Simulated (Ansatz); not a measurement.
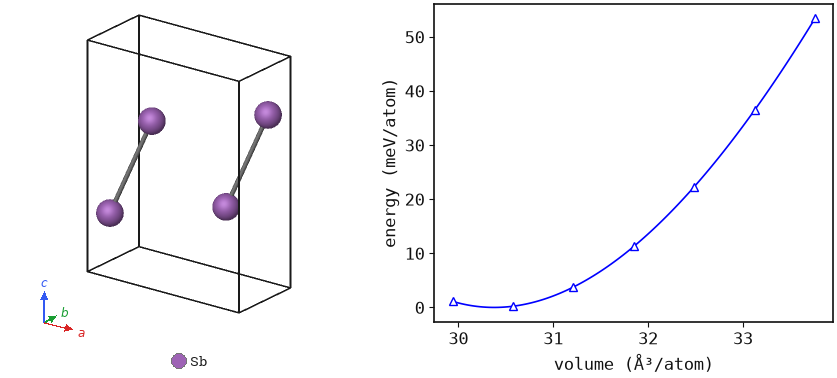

The figure shows the energy against volume for Sb, space group P2_1/m (No. 11). The conventional cell is drawn beside the plot.

Structure:
```cif
data_structure
_symmetry_space_group_name_H-M 'P 1'
_symmetry_Int_Tables_number 1
_cell_length_a 4.5277
_cell_length_b 4.4211
_cell_length_c 6.4999
_cell_angle_alpha 90.000
_cell_angle_beta 101.722
_cell_angle_gamma 90.000
_cell_volume 127.40
loop_
_atom_site_label
_atom_site_type_symbol
_atom_site_fract_x
_atom_site_fract_y
_atom_site_fract_z
_atom_site_occupancy
Sb1 Sb 0.33993 0.25000 0.68367 1
Sb2 Sb 0.93664 0.75000 0.76276 1
Sb3 Sb 0.06336 0.25000 0.23724 1
Sb4 Sb 0.66007 0.75000 0.31633 1
```

Computed with Ansatz 0.2.0: all-electron LAPW DFT, no spin polarisation; energies at scaled volumes of the given cell, shape and fractions fixed, counted from the fit's minimum, third-order Birch-Murnaghan fit. Level: PBEsol.

```
         setting                                   value
          k mesh                                   6×6×4
     occupations                             Fermi–Dirac
  smearing width                                 0.05 eV
      potentials  all electron LAPW, scalar relativistic
program settings               basis error eV/atom 0.001
```

From this curve and the settings, what does the calculation give for the pressure at the same points?

The pressure falls from 0.83 GPa at volume 29.94 Å³/atom to −4.59 GPa at 33.76 Å³/atom, and changes sign near 30.39 Å³/atom.

```
volume (Å³/atom)  pressure (GPa)
           29.94            0.83
           30.58           -0.35
           31.21           -1.41
           31.85           -2.35
           32.49           -3.18
           33.12           -3.92
           33.76           -4.59
```

Caveats: shape and atomic fractions are frozen while scaling, which makes layered, chain and framework solids too stiff.
